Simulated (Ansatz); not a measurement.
# Single-point calculation of SnSe

- system: SnSe (Cmcm, 4 atoms in the cell)
- method: DFT PBE+D3(BJ), scalar-relativistic, plane waves, PAW, no spin polarisation (Ansatz 0.2.0)

The structure derives from an entry of the Crystallography Open Database. Figures and captions count atoms from 1; the log counts them from 0 in places.

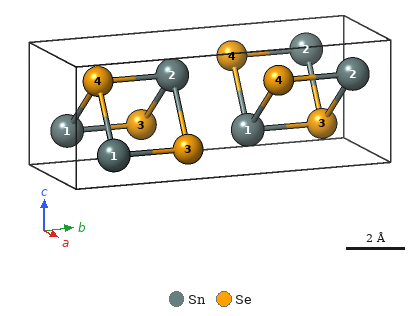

Figure 1. The input geometry (ball-and-stick view of the cell 2 times as large as that of the calculation, set on its symmetry axes, seen slightly off an axis; atoms are numbered from 1 in the order of the input). Near neighbours in the crystal (not all of them lie inside the picture): Sn has 5 Se at 2.76 to 3.06 Å; Se has 5 Sn at 2.76 to 3.06 Å.

Key numbers:

- outcome: converged
- space group (tolerance 0.01 Å): Cmcm (63)
- electrons treated: 60
- free energy: −22989.6765 eV
- Fermi energy: 8.853 eV
- gap on the k-point mesh: 0.43 eV
- pressure: −2.64 GPa
- largest force (length of the vector): 0.266 eV/Å
- hardware: 1 thread of an x86-64 CPU, shared host
- wall time: 16 s
- peak memory: 0.71 GiB

Input file:
```yaml
crystal:
  lattice:
    - [2.155, -5.8525, 0.0]
    - [2.155, 5.8525, 0.0]
    - [0.0, 0.0, 4.318]
  atoms:
    - { symbol: Sn, position: [0.88, 0.12, 0.25] }
    - { symbol: Sn, position: [0.12, 0.88, 0.75] }
    - { symbol: Se, position: [0.644, 0.356, 0.25] }
    - { symbol: Se, position: [0.356, 0.644, 0.75] }
basis:
  ecutwfc: 420
kpoints:
  mp_grid: { grid: [8, 8, 8] }
hamiltonian:
  xc: pbe
  dispersion: d3bj
scf:
  occupations: { method: gaussian, width: 0.05 }
output:
  forces: true
  stress: true
  eigenvalues: true
```

Launched with:
```bash
ansatz run input.yaml --threads 1 --pin off --max-ram 1228MiB --backend cpu --events-out ev --progress --plain --runs-dir out
```

What the program printed:
```
Engine: ansatz 0.2.0, x86_64-unknown-linux-gnu
Pseudopotentials: kind: paw
Pseudopotential: Sn, paw, valence charge 14, recommended cutoff 420 eV (normal), Sn.paw.azcp
Pseudopotential: Se, paw, valence charge 16, recommended cutoff 420 eV (normal), Se.paw.azcp
Functional definition: PBE
  parameter kappa = 0.804
  parameter beta = 0.06672455060314922
  exchange = pbe_x(kappa = kappa, mu = beta*pi^2/3)
  correlation = pbe_c(beta = beta)
Crystal: 4 atoms, lattice volume = 108.918 Å³
Basis set: ecut = 420 eV, 2131 PW (Γ), exchange–correlation on 90×90×60 points (8 copies of the dense FFT grid, shifted against one another)
Bands: 36, of which v1, the nominal top of the filled ones, is band 30 counted from 1 (29 counted from 0)
Symmetry: 8 space group operations
Space group: Cmcm (ITA 63), of the structure as read, at distance tolerance 4.8e-5 Å
k-points: 105 of 512
Non-local potential: Sn, projectors of the file, l = 0: 2, l = 1: 2, l = 2: 2, l = 3: 2
Non-local potential: Se, projectors of the file, l = 0: 2, l = 1: 2, l = 2: 3, l = 3: 1
PAW form: soft (Blöchl's): semilocal exchange-correlation on the pseudo side does not see the compensation charge
PAW one-centre angular grid: Sn, 590 points (default); XC on 64 Gauss nodes
PAW one-centre angular grid: Se, 590 points (default); XC on 64 Gauss nodes
Initial density: superposition of atomic densities (neutral atoms: chi_scale 0, normalization atom), corrected by the library's trained network
Initial wavefunctions: pseudopotential atomic-orbital guess
Functional: x = pbe(κ = 0.804, μ = 0.2195149727645171), c = pbe(β = 0.06672455060314922)
SCF iter   1: F=—  HF=-22989.677255 eV  |F-HF|=—  |Δ(HF+E_count)|=         —  Δρ=1.19e-3  dr2=1.28e-3  ethr=1.77e-3  ⟨swp⟩=7.2  Hψ=15553  notcnv=0
preconditioner: auto → Resta (q_TF=auto, 2.470 Å⁻¹)  ε∞=2.8  [insulator: Δε(μ)=0.441 eV  Ē_g=16.608 eV  σ=0.050 eV  W_gap=1.00  n_scr=26 (ndim 8)  ℏωp=22.5 eV  f_vac=0.002  D(μ)=0.00/eV (n_scr^D=0)  ε∞_Penn≈2.8]
SCF iter   2: F=—  HF=-22989.676222 eV  |F-HF|=—  |Δ(HF+E_count)|=   1.03e-3  Δρ=6.69e-4  dr2=4.13e-4  ethr=2.14e-6  ⟨swp⟩=2.0  Hψ=7860  notcnv=0  defer=3
SCF iter   3: F=—  HF=-22989.676429 eV  |F-HF|=—  |Δ(HF+E_count)|=   2.06e-4  Δρ=2.64e-4  dr2=5.10e-5  ethr=6.88e-7  ⟨swp⟩=2.2  Hψ=6760  notcnv=0
automatic band count: iteration 3 solves 35 bands in place of 36: the levels show a gap, and the empty bands left out lie too high to hold charge; the band table lists the bands solved (type scf.n_extra_bands for more)
SCF iter   4: F=—  HF=-22989.676499 eV  |F-HF|=—  |Δ(HF+E_count)|=   7.01e-5  Δρ=8.57e-5  dr2=6.39e-6  ethr=8.50e-8  ⟨swp⟩=3.0  Hψ=6718  notcnv=0
SCF iter   5: F=—  HF=-22989.676499 eV  |F-HF|=—  |Δ(HF+E_count)|=   2.11e-8  Δρ=1.81e-5  dr2=4.99e-7  ethr=1.06e-8  ⟨swp⟩=2.0  Hψ=5711  notcnv=0
SCF iter   6: F=-22989.676499 eV  HF=-22989.676499 eV  |F-HF|=6.30e-9  |Δ(HF+E_count)|=   1.80e-7  Δρ=6.60e-6  dr2=4.58e-8  ethr=1.67e-10  ⟨swp⟩=7.8  Hψ=16983  notcnv=0
SCF 1 converged in 6 iterations: F = -22989.676499 eV  dr2 = 4.58e-8
  greatest PAW one-centre occupation: 1.000 electrons in one spin orbital (limit 2), on the Se atom at site 3 (counted from 0), in its partial waves of l = 2
```

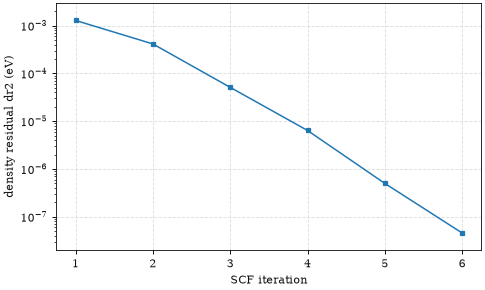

Figure 2. Convergence of the self-consistent field: density residual dr2 against the SCF iteration. The residual falls at every step.

```
SCF converged after 6 iterations
Free energy (F): -22989.676499 eV
Harris-Foulkes:  -22989.676499 eV  (|F-HF|=6.30e-9)
Internal energy: -22989.676499 eV  (E = F + TS)
E sigma→0 (E₀):  -22989.676499 eV
Fermi energy:    8.852525 eV
--- Per-component energies (eV) ---
  E_band       = -953.696157
  E_kinetic    = 605.681825
  E_local      = -6633.797425  (includes V_loc(G=0)·N_el)
  E_nonlocal   = -1257.061150
  E_hartree    = 3491.546190
  E_xc         = -974.222360
  E_vxc        = -388.555969  (∫ρ·V_xc dr)
  E_paw        = -12089.297795  (= ΣΔE_a)
  E_vpaw       = -263.050628  (= ΣTr[D̂ρ^β])
  E_aug_tail   = -0.001216  (compensation charges beyond the density's cutoff)
  E_ewald      = -6131.105027
  E_disp       = -1.419541  (pairwise vdW)
  E_smearing   = -0.000000  (= −TS)
  E_closure    = 0.000000  (closes the sum)
  Σ components = -22989.676499   (vs F -22989.676499, Δ=0.00e0)
--- Forces (eV/Å), atoms counted from 1 ---
  atom   1  Sn     0.00000000     0.26649457     0.00000000
  atom   2  Sn     0.00000000    -0.26649457    -0.00000000
  atom   3  Se     0.00000000    -0.06452123    -0.00000000
  atom   4  Se     0.00000000     0.06452123     0.00000000
  max |Σ_I F_I| component: 1.39e-17 eV/Å
--- Stress (GPa, compression-positive) ---
       -2.974334       0.000000       0.000000
        0.000000      -1.990250      -0.000000
        0.000000      -0.000000      -2.963826
  P = ⅓ Tr σ = -2.6428 GPa (-26.428 kbar)
--- Band table (eV; the first three rows and the last of 105) ---
  k-point 0: bands = ["-38.5262", "-38.5262", "-38.5237", "-38.5235", "-38.5226", "-38.5226", "-38.5224", "-38.5222", "-38.5209", "-38.5208", "-12.7060", "-12.7044", "-12.6929", "-12.6883", "-12.6858", "-12.6695", "-12.6538", "-12.6485", "-12.6472", "-12.6183", "-4.7711", "-3.3522", "2.8470", "3.0814", "4.0580", "5.3773", "5.8678", "6.5003", "7.1924", "8.1379", "12.3814", "12.4898", "12.5610", "12.9499", "13.4356"]
  k-point 1: bands = ["-38.5262", "-38.5262", "-38.5237", "-38.5235", "-38.5226", "-38.5226", "-38.5224", "-38.5223", "-38.5209", "-38.5208", "-12.7051", "-12.7026", "-12.6941", "-12.6898", "-12.6859", "-12.6665", "-12.6530", "-12.6493", "-12.6469", "-12.6203", "-4.6976", "-3.3618", "2.5467", "2.9644", "4.0624", "5.6448", "5.9771", "6.5994", "7.3179", "8.0185", "12.0328", "12.0855", "12.5976", "12.8217", "13.0178"]
  k-point 2: bands = ["-38.5262", "-38.5262", "-38.5237", "-38.5235", "-38.5226", "-38.5226", "-38.5225", "-38.5223", "-38.5209", "-38.5208", "-12.7028", "-12.6996", "-12.6966", "-12.6935", "-12.6830", "-12.6593", "-12.6519", "-12.6512", "-12.6466", "-12.6256", "-4.4883", "-3.4163", "2.0225", "2.5716", "4.2550", "6.0270", "6.2884", "6.8624", "7.6582", "7.7929", "11.0962", "11.1462", "11.3741", "12.0173", "13.2941"]
  k-point 104: bands = ["-38.5262", "-38.5262", "-38.5236", "-38.5236", "-38.5225", "-38.5225", "-38.5225", "-38.5225", "-38.5208", "-38.5208", "-12.6985", "-12.6985", "-12.6969", "-12.6969", "-12.6722", "-12.6722", "-12.6498", "-12.6498", "-12.6343", "-12.6343", "-3.7898", "-3.7898", "1.1305", "1.1305", "6.9524", "6.9524", "7.2910", "7.2910", "7.6716", "7.6716", "10.1893", "10.1893", "10.8719", "10.8719", "11.5466"]
```

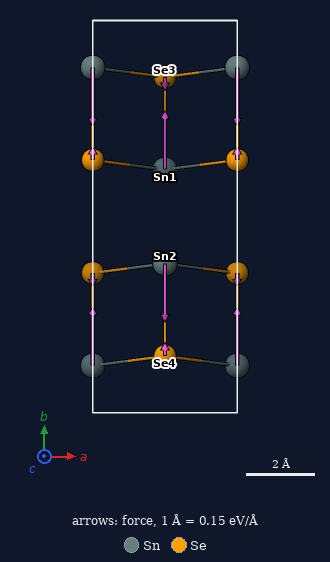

Figure 3. Forces on the atoms as pink arrows (ball-and-stick view of the cell 2 times as large as that of the calculation, set on its symmetry axes, along the c axis; atoms are numbered from 1 in the order of the input). The largest act on Sn1, Sn2 (0.27 eV/Å). The geometry is not a stationary point of this energy.

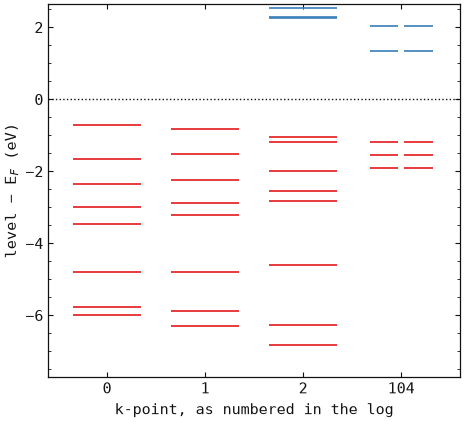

Figure 4. Kohn–Sham levels near the Fermi level (dotted) at the few k-points that the log prints; levels within 0.02 eV of each other stand side by side. Among these points the highest filled and lowest empty levels are 2.05 eV apart; the gap on the full mesh, 0.43 eV, has an edge at a point that isn't printed.
